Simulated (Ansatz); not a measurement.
# Run report: WS2, geometry relaxation (part 2 of 2)

Continued. System: WS2 (P6₃/mmc, 6 atoms in the cell). Method: DFT PBE, scalar-relativistic, plane waves, PAW, spin-polarised (Ansatz 0.2.0); cutoff 420 eV, 8×8×2 k-mesh, Gaussian smearing of 0.05 eV, collinear spins. The structure derives from an entry of the Crystallography Open Database.

Geometry of the input (Å; fractional positions):
```
3.1800  0.0000  0.0000
-1.5900  2.7540  0.0000
0.0000  0.0000  12.5000
W  0.3333  0.6667  0.2500
W  0.6667  0.3333  0.7500
S  0.3333  0.6667  0.6200
S  0.6667  0.3333  0.1200
S  0.3333  0.6667  0.8800
S  0.6667  0.3333  0.3800
```

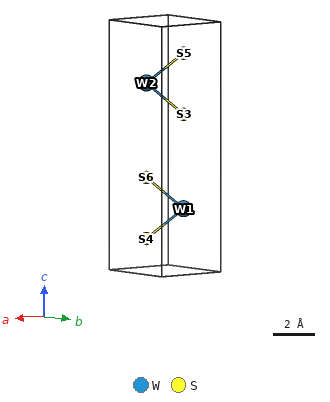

Figure 1. The geometry at step 2 of the log (ball-and-stick view of the cell of the calculation, seen at an oblique angle; atoms are numbered from 1 in the order of the input).

The program's output, continued
```
SCF iter   1: F=—  HF=-24382.807261 eV  |F-HF|=—  |Δ(HF+E_count)|=         —  Δρ=1.63e-3 (↑1.63e-3 ↓1.63e-3)  dr2=1.36e-2  dr2_m=6.71e-8  M=0.000 μB ∫|m|=0.000 μB  β_m=0.30  ethr=2.84e-5  ⟨swp⟩=1.5  Hψ=6739  notcnv=0
preconditioner: auto → Resta (q_TF=auto, 2.410 Å⁻¹)  ε∞=7.1  [insulator: Δε(μ)=1.217 eV  Ē_g=8.605 eV  σ=0.050 eV  W_gap=1.00  n_scr=26 (ndim 8)  ℏωp=21.3 eV  f_vac=0.021  D(μ)=0.00/eV (n_scr^D=0)  ε∞_Penn≈7.1]
spin=Collinear: Resta preconditioning applied to the charge; magnetization (m = ρ↑ − ρ↓) channel mixes plain (no charge-response kernel on spin).
SCF iter   2: F=—  HF=-24382.805240 eV  |F-HF|=—  |Δ(HF+E_count)|=   2.02e-3  Δρ=1.07e-3 (↑1.07e-3 ↓1.07e-3)  dr2=4.66e-3  dr2_m=3.78e-8  M=0.000 μB ∫|m|=0.000 μB  β_m=0.51  ethr=2.62e-5  ⟨swp⟩=1.4  Hψ=1340  notcnv=0
SCF iter   3: F=—  HF=-24382.803957 eV  |F-HF|=—  |Δ(HF+E_count)|=   1.28e-3  Δρ=3.76e-4 (↑3.76e-4 ↓3.76e-4)  dr2=6.10e-4  dr2_m=4.61e-9  M=0.000 μB ∫|m|=0.000 μB  β_m=0.62  ethr=8.97e-6  ⟨swp⟩=2.6  Hψ=2000  notcnv=0
SCF iter   4: F=—  HF=-24382.803798 eV  |F-HF|=—  |Δ(HF+E_count)|=   1.59e-4  Δρ=6.80e-5 (↑6.80e-5 ↓6.80e-5)  dr2=2.77e-5  dr2_m=4.29e-11  M=0.000 μB ∫|m|=0.000 μB  β_m=0.81  ethr=1.17e-6  ⟨swp⟩=2.4  Hψ=1942  notcnv=0
SCF iter   5: F=—  HF=-24382.803806 eV  |F-HF|=—  |Δ(HF+E_count)|=   7.38e-6  Δρ=1.57e-5 (↑1.57e-5 ↓1.57e-5)  dr2=1.86e-6  dr2_m=1.61e-12  M=0.000 μB ∫|m|=0.000 μB  β_m=0.90  ethr=5.33e-8  ⟨swp⟩=2.1  Hψ=1912  notcnv=0
SCF iter   6: F=—  HF=-24382.803806 eV  |F-HF|=—  |Δ(HF+E_count)|=   5.95e-7  Δρ=9.55e-6 (↑9.55e-6 ↓9.54e-6)  dr2=9.85e-7  dr2_m=1.95e-13  M=0.000 μB ∫|m|=0.000 μB  β_m=0.80  ethr=1.15e-9  ⟨swp⟩=12.4  Hψ=5913  notcnv=0
SCF iter   7: F=-24382.803806 eV  HF=-24382.803806 eV  |F-HF|=1.72e-8  |Δ(HF+E_count)|=   3.20e-8  Δρ=2.11e-6 (↑2.11e-6 ↓2.11e-6)  dr2=3.01e-8  dr2_m=3.06e-14  M=0.000 μB ∫|m|=0.000 μB  ethr=1.15e-9  ⟨swp⟩=4.0  Hψ=4166  notcnv=0
the starting moments were not kept: the SCF closed with an absolute magnetisation of 2.7e-7 μB, where they sum to 0.1 μB in size (2 sites). That is at most 0.1 of that sum. Measured as dr2_m measures the in/out step, that magnetisation stands 4.9e-15 eV from none, at or under the dr2_threshold of 6.0e-7 eV: it is no larger than a step whose dr2_m would equal this threshold.
SCF 3 converged in 7 iterations: F = -24382.803806 eV  dr2 = 3.01e-8
relax step   3: F+E_penalty+E_count = -24382.80380625 eV  Δ(F+E_penalty+E_count) = -6.805e-2 eV  max|allowed force component| = 5.442e-2 eV/Å  Δτ_max = 0.0353 Å  P = +1.943 GPa  Ω = 109.470 Å³  energy of the carried Pulay correction = -1.481e-17 eV  fix = [volume]  reactions: volume +1.943 GPa  (7 SCF iters, dr2 threshold 6.00e-7 eV, accepted)
iter 1 solved again at ethr=7.28e-8 eV; its pass at ethr=3.10e-3 eV (dr2=3.79e-5 eV) is discarded
SCF iter   1: F=—  HF=-24382.804128 eV  |F-HF|=—  |Δ(HF+E_count)|=         —  Δρ=9.50e-5 (↑9.50e-5 ↓9.50e-5)  dr2=4.43e-5  dr2_m=5.07e-10  M=0.000 μB ∫|m|=0.000 μB  β_m=0.30  ethr=7.28e-8  ⟨swp⟩=3.0  Hψ=6844  notcnv=0
preconditioner: auto → Resta (q_TF=auto, 2.410 Å⁻¹)  ε∞=7.1  [insulator: Δε(μ)=1.228 eV  Ē_g=8.599 eV  σ=0.050 eV  W_gap=1.00  n_scr=26 (ndim 8)  ℏωp=21.3 eV  f_vac=0.022  D(μ)=0.00/eV (n_scr^D=0)  ε∞_Penn≈7.1]
spin=Collinear: Resta preconditioning applied to the charge; magnetization (m = ρ↑ − ρ↓) channel mixes plain (no charge-response kernel on spin).
SCF iter   2: F=—  HF=-24382.804121 eV  |F-HF|=—  |Δ(HF+E_count)|=   6.53e-6  Δρ=6.37e-5 (↑6.37e-5 ↓6.37e-5)  dr2=1.66e-5  dr2_m=2.81e-10  M=0.000 μB ∫|m|=0.000 μB  β_m=0.54  ethr=7.28e-8  ⟨swp⟩=1.4  Hψ=1349  notcnv=0
SCF iter   3: F=—  HF=-24382.804117 eV  |F-HF|=—  |Δ(HF+E_count)|=   4.63e-6  Δρ=2.04e-5 (↑2.04e-5 ↓2.04e-5)  dr2=1.89e-6  dr2_m=2.89e-11  M=0.000 μB ∫|m|=0.000 μB  β_m=0.63  ethr=3.20e-8  ⟨swp⟩=2.8  Hψ=1998  notcnv=0
SCF iter   4: F=-24382.804116 eV  HF=-24382.804116 eV  |F-HF|=1.19e-8  |Δ(HF+E_count)|=   4.81e-7  Δρ=3.98e-6 (↑3.98e-6 ↓3.98e-6)  dr2=7.08e-8  dr2_m=2.39e-13  M=0.000 μB ∫|m|=0.000 μB  ethr=3.56e-10  ⟨swp⟩=4.0  Hψ=5212  notcnv=0
the starting moments were not kept: the SCF closed with an absolute magnetisation of 7.6e-7 μB, where they sum to 0.1 μB in size (2 sites). That is at most 0.1 of that sum. Measured as dr2_m measures the in/out step, that magnetisation stands 4.3e-14 eV from none, at or under the dr2_threshold of 1.9e-7 eV: it is no larger than a step whose dr2_m would equal this threshold.
SCF 4 converged in 4 iterations: F = -24382.804116 eV  dr2 = 7.08e-8
  greatest PAW one-centre occupation: 1.000 electrons in one spin orbital (limit 2), on the W atom at site 1 (counted from 0), in its partial waves of l = 0
relax step   4: F+E_penalty+E_count = -24382.80411614 eV  Δ(F+E_penalty+E_count) = -3.099e-4 eV  max|allowed force component| = 2.024e-3 eV/Å  Δτ_max = 0.0020 Å  P = +2.154 GPa  Ω = 109.470 Å³  energy of the carried Pulay correction = -8.885e-18 eV  fix = [volume]  reactions: volume +2.154 GPa  (4 SCF iters, dr2 threshold 1.85e-7 eV, accepted)
Initial wavefunctions: pseudopotential atomic-orbital guess (no wavefunctions were taken with the density)
iter 1 solved again at ethr=2.53e-7 eV; its pass at ethr=3.10e-3 eV (dr2=1.32e-4 eV) is discarded
SCF iter   1: F=—  HF=-24382.804102 eV  |F-HF|=—  |Δ(HF+E_count)|=         —  Δρ=1.60e-5 (↑1.60e-5 ↓1.60e-5)  dr2=1.06e-7  dr2_m=2.70e-13  M=0.000 μB ∫|m|=0.000 μB  β_m=0.30  ethr=2.53e-7  ⟨swp⟩=3.0  Hψ=9768  notcnv=0
eigensolver tolerance schedule: the retry pair's looser diagonalisation over-reported the residual by 1245.15 of it (diagonalisation noise at 0.11 of the residual, at the tolerance the schedule requests for it); recorded, not acted on — ethr = c·dr2/N_el stays at c = 1.0e-1
preconditioner: auto → Resta (q_TF=auto, 2.410 Å⁻¹)  ε∞=7.1  [insulator: Δε(μ)=1.227 eV  Ē_g=8.599 eV  σ=0.050 eV  W_gap=1.00  n_scr=26 (ndim 8)  ℏωp=21.3 eV  f_vac=0.022  D(μ)=0.00/eV (n_scr^D=0)  ε∞_Penn≈7.1]
spin=Collinear: Resta preconditioning applied to the charge; magnetization (m = ρ↑ − ρ↓) channel mixes plain (no charge-response kernel on spin).
SCF iter   2: F=—  HF=-24382.804112 eV  |F-HF|=—  |Δ(HF+E_count)|=   1.02e-5  Δρ=1.14e-5 (↑1.14e-5 ↓1.14e-5)  dr2=5.47e-8  dr2_m=1.45e-13  M=0.000 μB ∫|m|=0.000 μB  β_m=0.65  ethr=2.03e-10  ⟨swp⟩=3.2  Hψ=2756  notcnv=0
SCF iter   3: F=—  HF=-24382.804119 eV  |F-HF|=—  |Δ(HF+E_count)|=   7.00e-6  Δρ=9.09e-7 (↑9.08e-7 ↓9.09e-7)  dr2=1.06e-8  dr2_m=1.45e-14  M=0.000 μB ∫|m|=0.000 μB  β_m=0.62  ethr=1.05e-10  ⟨swp⟩=2.0  Hψ=1868  notcnv=0
SCF iter   4: F=—  HF=-24382.804118 eV  |F-HF|=—  |Δ(HF+E_count)|=   6.10e-7  Δρ=9.84e-7 (↑9.84e-7 ↓9.84e-7)  dr2=2.57e-9  dr2_m=4.57e-15  M=0.000 μB ∫|m|=0.000 μB  β_m=0.81  ethr=2.03e-11  ⟨swp⟩=2.0  Hψ=1994  notcnv=0
SCF iter   5: F=—  HF=-24382.804118 eV  |F-HF|=—  |Δ(HF+E_count)|=   4.14e-8  Δρ=2.72e-7 (↑2.72e-7 ↓2.72e-7)  dr2=6.79e-10  dr2_m=7.39e-17  M=0.000 μB ∫|m|=0.000 μB  β_m=0.74  ethr=4.94e-12  ⟨swp⟩=2.0  Hψ=1890  notcnv=0
SCF iter   6: F=-24382.804118 eV  HF=-24382.804118 eV  |F-HF|=4.73e-11  |Δ(HF+E_count)|=  8.33e-10  Δρ=7.87e-8 (↑7.87e-8 ↓7.87e-8)  dr2=2.36e-11  dr2_m=8.68e-17  M=0.000 μB ∫|m|=0.000 μB  ethr=1.04e-12  ⟨swp⟩=4.8  Hψ=4125  notcnv=0
the starting moments were not kept: the SCF closed with an absolute magnetisation of 1.0e-8 μB, where they sum to 0.1 μB in size (2 sites). That is at most 0.1 of that sum. Measured as dr2_m measures the in/out step, that magnetisation stands 7.6e-18 eV from none, at or under the dr2_threshold of 5.4e-10 eV: it is no larger than a step whose dr2_m would equal this threshold.
SCF 5 converged in 6 iterations: F = -24382.804118 eV  dr2 = 2.36e-11
relax step   5: F+E_penalty+E_count = -24382.80411844 eV  Δ(F+E_penalty+E_count) = -2.301e-6 eV  max|allowed force component| = 2.035e-3 eV/Å  Δτ_max = 0.0000 Å  P = +2.155 GPa  Ω = 109.470 Å³  fix = [volume]  reactions: volume +2.155 GPa  stress off target by 6.85e-3 GPa on what of the cell is left free  SCF on the basis re-selected at this cell (its energy is not comparable with the rows above)  (6 SCF iters)
basis re-selected at this cell: Δ(F+E_penalty+E_count) = -2.301e-6 eV, ΔP = +0.001 GPa vs the last step (what re-selecting the basis moved, of the pressure what is left beyond the Pulay correction that the steps carried, after the strain that the cell walked since its last selection, with what the two solves' SCF thresholds leave and, on support functions, any second-order correction that the steps lacked; it is no measure of the basis error at this ecutwfc). This SCF's stress stands 6.85e-3 GPa from its target on what of the cell is left free (relax.cell.stress_tol is 1.50e-1 GPa) and its largest allowed force component is 2.04e-3 eV/Å (relax.f_tol is 1.50e-2 eV/Å): within both
SCF converged after 6 iterations
Magnetization: 0.0000 μB (26.0000 up, 26.0000 down)
Absolute magnetization: 0.0000 μB (∫|ρ↑−ρ↓|, with the PAW one-centre terms)
Spin contamination: 0.0000 ħ² per cell (⟨S²⟩ above its minimum at these occupations)
Per-site moments (μB) at R_I (Å): [(-1.2209802276423269e-9, 0.9954382565530581), (7.493965730179714e-10, 0.9954386350302014), (-1.4438802382648318e-10, 0.9954386350302021), (4.384152570639212e-10, 0.9954382565530581), (-1.4438806932698074e-10, 0.9954386350302014), (4.384152672352757e-10, 0.9954382565530581)]
Free energy (F): -24382.804118 eV
Harris-Foulkes:  -24382.804118 eV  (|F-HF|=4.73e-11)
Internal energy: -24382.804118 eV  (E = F + TS)
E sigma→0 (E₀):  -24382.804118 eV
Fermi energy:    11.805824 eV
--- Per-component energies (eV) ---
  E_band       = -395.818725
  E_kinetic    = 1332.476074
  E_local      = -3667.564541  (includes V_loc(G=0)·N_el)
  E_nonlocal   = 114.675619
  E_hartree    = 1462.450209
  E_xc         = -924.361722
  E_vxc        = -830.147176  (∫ρ·V_xc dr)
  E_paw        = -19526.229955  (= ΣΔE_a)
  E_vpaw       = -270.159017  (= ΣTr[D̂ρ^β])
  E_aug_tail   = -0.000123  (compensation charges beyond the density's cutoff)
  E_ewald      = -3174.249679
  E_smearing   = -0.000000  (= −TS)
  E_closure    = -0.000000  (closes the sum)
  Σ components = -24382.804118   (vs F -24382.804118, Δ=0.00e0)
--- Forces (eV/Å), atoms counted from 1 ---
  atom   1  W      0.00000000    -0.00000000    -0.00000000
  atom   2  W     -0.00000000     0.00000000     0.00000000
  atom   3  S     -0.00000000     0.00000000     0.00203514
  atom   4  S      0.00000000    -0.00000000     0.00200734
  atom   5  S     -0.00000000     0.00000000    -0.00203514
  atom   6  S      0.00000000    -0.00000000    -0.00200734
  max |Σ_I F_I| component: 2.78e-17 eV/Å
--- Stress (GPa, compression-positive) ---
        2.152047      -0.000000       0.000000
        0.000000       2.152047       0.000000
        0.000000       0.000000       2.162328
  P = ⅓ Tr σ = 2.1555 GPa (21.555 kbar)
--- Band table (eV; the first three rows and the last of 40) ---
  k-point 0 ↑: bands = ["-63.3049", "-63.3049", "-27.5925", "-27.5924", "-27.4260", "-27.4260", "-27.4260", "-27.4260", "-4.2697", "-4.0912", "-2.7247", "-2.3835", "3.7798", "4.6633", "7.5640", "7.7931", "7.7931", "7.8038", "7.8038", "9.0170", "9.0170", "9.0570", "9.0570", "9.6068", "10.1021", "11.1949", "13.5331", "13.5331", "13.5419", "13.5419", "13.6040", "13.6040", "13.7463"]
  k-point 1 ↑: bands = ["-63.3049", "-63.3049", "-27.5924", "-27.5924", "-27.4260", "-27.4260", "-27.4260", "-27.4260", "-4.1883", "-4.1883", "-2.5487", "-2.5487", "4.1683", "4.1683", "7.7984", "7.7984", "7.7984", "7.7984", "8.4056", "8.4056", "9.0369", "9.0369", "9.0369", "9.0369", "10.8853", "10.8853", "13.5297", "13.5297", "13.5297", "13.5297", "13.6825", "13.6825", "13.6825"]
  k-point 2 ↑: bands = ["-63.3023", "-63.3023", "-27.5831", "-27.5830", "-27.4780", "-27.4780", "-27.4381", "-27.4381", "-4.0127", "-3.8347", "-2.6173", "-2.2991", "4.0856", "4.9655", "7.1594", "7.1833", "7.1880", "8.0369", "8.0580", "8.1626", "8.6348", "8.6824", "9.0373", "9.8274", "10.0979", "10.7458", "13.0804", "13.3737", "13.3790", "13.4722", "13.5228", "13.5527", "13.9457"]
  k-point 19 ↓: bands = ["-63.2853", "-63.2853", "-27.7126", "-27.7126", "-27.6142", "-27.6142", "-27.5212", "-27.5212", "-1.7617", "-1.7617", "-1.6385", "-1.6385", "4.8976", "4.8976", "4.9624", "4.9624", "6.2695", "6.2695", "6.8552", "6.8552", "7.4020", "7.4020", "8.2928", "8.2928", "10.4391", "10.4391", "12.7738", "12.7738", "13.9590", "13.9590", "14.5009", "14.5009", "15.8972"]
--- Relaxed structure (4 steps of the walk, 4 accepted, 1 SCFs on fresh bases) ---
  F+E_penalty+E_count = -24382.80411844 eV   max|allowed force component| = 2.035e-3 eV/Å   (the final SCF, on the basis selected at the relaxed cell)
  cell:  # Å, volume = 109.4699 Å³
    - [3.169421534535957, 4.983373926817961e-11, 3.0898740475157222e-30]
    - [-1.5847107673111358, 2.7447995641846807, 1.7007478294787726e-19]
    - [8.052033084295956e-33, 7.719554418453387e-19, 12.583576128560614]
  atoms:
    - { symbol: W, position: [0.33333333333333337, 0.6666666666666666, 0.25] }
    - { symbol: W, position: [0.6666666666666666, 0.3333333333333332, 0.7500000000000001] }
    - { symbol: S, position: [0.33333333333333337, 0.6666666666666666, 0.6249776081159222] }
    - { symbol: S, position: [0.6666666666666666, 0.3333333333333332, 0.12497771995932985] }
    - { symbol: S, position: [0.33333333333333337, 0.6666666666666666, 0.8750223918840778] }
    - { symbol: S, position: [0.6666666666666666, 0.3333333333333332, 0.3750222800406702] }
--- Löwdin populations: 6 sites ---
  site symbol       q [e]    m [muB]
     0      W     13.5350    -0.0000
     1      W     13.5350     0.0000
     2      S      6.1149    -0.0000
     3      S      6.1149     0.0000
     4      S      6.1149    -0.0000
     5      S      6.1149     0.0000
  spilling = 0.009043 (of n_electrons = 52.000000)
```

File populations.tsv
```
# site	symbol	l	j	q_up	q_dn
# orbitals = lowdin
# n_electrons = 52.000000
# spilling = 0.009043
0	W	0_5S	-	0.988601	0.988601
0	W	0_6S	-	0.302496	0.302496
0	W	1_5P	-	2.997986	2.997986
0	W	2_5D	-	2.478441	2.478441
1	W	0_5S	-	0.988601	0.988601
1	W	0_6S	-	0.302496	0.302496
1	W	1_5P	-	2.997986	2.997986
1	W	2_5D	-	2.478440	2.478440
2	S	0_3S	-	0.891439	0.891439
2	S	1_3P	-	2.166017	2.166017
3	S	0_3S	-	0.891439	0.891439
3	S	1_3P	-	2.166017	2.166017
4	S	0_3S	-	0.891439	0.891439
4	S	1_3P	-	2.166017	2.166017
5	S	0_3S	-	0.891439	0.891439
5	S	1_3P	-	2.166017	2.166017
```

Trajectory as extended XYZ (Å, eV, eV/Å), 5 frames, from step=1 to step=5
```
6
Lattice="3.1800 0.0000 0.0000 -1.5900 2.7540 0.0000 0.0000 0.0000 12.5000" Properties=species:S:1:pos:R:3:forces:R:3 step=1 energy=-24382.67998 pressure_GPa=-3.68
W     0.0000    1.8360    3.1250    0.0000   0.0000   0.0000
W     1.5900    0.9180    9.3750    0.0000   0.0000   0.0000
S     0.0000    1.8360    7.7500    0.0000   0.0000   1.0571
S     1.5900    0.9180    1.5000    0.0000   0.0000   1.0571
S     0.0000    1.8360   11.0000    0.0000   0.0000  -1.0571
S     1.5900    0.9180    4.7500    0.0000   0.0000  -1.0571
6
Lattice="3.1803 0.0000 0.0000 -1.5902 2.7542 0.0000 0.0000 0.0000 12.4974" Properties=species:S:1:pos:R:3:forces:R:3 step=2 energy=-24382.73576 pressure_GPa=5.81
W     0.0000    1.8362    3.1243    0.0000   0.0000   0.0000
W     1.5902    0.9181    9.3730    0.0000   0.0000   0.0000
S     0.0000    1.8362    7.8439    0.0000   0.0000  -0.8408
S     1.5902    0.9181    1.5952    0.0000   0.0000  -0.8407
S     0.0000    1.8362   10.9022    0.0000   0.0000   0.8408
S     1.5902    0.9181    4.6535    0.0000   0.0000   0.8407
6
Lattice="3.1684 0.0000 0.0000 -1.5842 2.7439 0.0000 0.0000 0.0000 12.5918" Properties=species:S:1:pos:R:3:forces:R:3 step=3 energy=-24382.80381 pressure_GPa=1.94
W     0.0000    1.8293    3.1480    0.0000   0.0000   0.0000
W     1.5842    0.9146    9.4439    0.0000   0.0000   0.0000
S     0.0000    1.8293    7.8676    0.0000   0.0000   0.0544
S     1.5842    0.9146    1.5717    0.0000   0.0000   0.0544
S     0.0000    1.8293   11.0201    0.0000   0.0000  -0.0544
S     1.5842    0.9146    4.7242    0.0000   0.0000  -0.0544
6
Lattice="3.1694 0.0000 0.0000 -1.5847 2.7448 0.0000 0.0000 0.0000 12.5836" Properties=species:S:1:pos:R:3:forces:R:3 step=4 energy=-24382.80412 pressure_GPa=2.15
W     0.0000    1.8299    3.1459    0.0000   0.0000   0.0000
W     1.5847    0.9149    9.4377    0.0000   0.0000   0.0000
S     0.0000    1.8299    7.8645    0.0000   0.0000   0.0020
S     1.5847    0.9149    1.5727    0.0000   0.0000   0.0020
S     0.0000    1.8299   11.0109    0.0000   0.0000  -0.0020
S     1.5847    0.9149    4.7191    0.0000   0.0000  -0.0020
6
Lattice="3.1694 0.0000 0.0000 -1.5847 2.7448 0.0000 0.0000 0.0000 12.5836" Properties=species:S:1:pos:R:3:forces:R:3 step=5 energy=-24382.80412 pressure_GPa=2.16
W     0.0000    1.8299    3.1459    0.0000   0.0000   0.0000
W     1.5847    0.9149    9.4377    0.0000   0.0000   0.0000
S     0.0000    1.8299    7.8645    0.0000   0.0000   0.0020
S     1.5847    0.9149    1.5727    0.0000   0.0000   0.0020
S     0.0000    1.8299   11.0109    0.0000   0.0000  -0.0020
S     1.5847    0.9149    4.7191    0.0000   0.0000  -0.0020
```

Results in brief

- outcome: converged
- space group (tolerance 0.01 Å): P6₃/mmc (194)
- electrons treated: 52
- free energy: −24382.8041 eV
- Fermi energy: 11.806 eV
- gap on the k-point mesh: 1.23 eV
- net moment of the cell: 0.00 μB
- integrated absolute moment: 0.00 μB
- pressure: 2.16 GPa
- final volume: 109.47 Å³
- largest force (length of the vector) at the end: 0.002 eV/Å
- final cell: a = 3.169 Å, b = 3.169 Å, c = 12.584 Å, α = 90.00°, β = 90.00°, γ = 120.00°
- hardware: 4 threads of Arm Neoverse V1, 24 GiB of memory available, shared host
- wall time: 18 s (CPU time 70 s)
- peak memory: 0.48 GiB

Warnings of the run: some starting moments were not kept. Spin–orbit coupling is left out, which matters for W.
